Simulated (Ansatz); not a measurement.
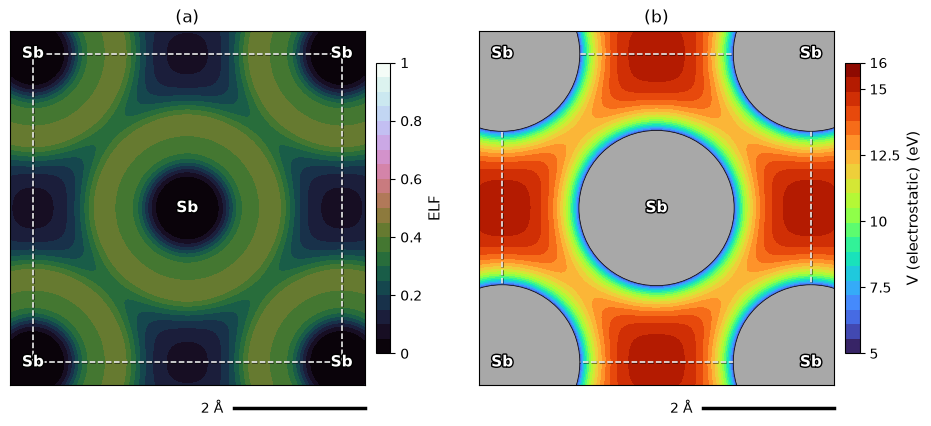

The picture shows: Sb. (a) electron localisation function; (b) electrostatic potential (local pseudopotential plus Hartree) felt by an electron on the (010) plane of the conventional cell. Grey discs cover the atomic cores in the potential map.

Space group Fm-3m; computed without spin polarisation.

Theory: Ansatz 0.2.0, DFT PBEsol, scalar-relativistic, plane waves, PAW.

In a PAW calculation such maps are meaningful between the atoms, not at the nuclei.

What does the map show?

Atoms in the plane: Sb.
Sb–Sb (3.33 Å): the ELF is about 0.30 at the midpoint.
Outside the cores the potential energy rises away from the atoms and is highest about 2.3 Å from the nearest atoms; its zero is arbitrary.

Does the calculation make it a metal, or give it a gap?

It is metallic or semimetallic at this level of theory: no gap opens.
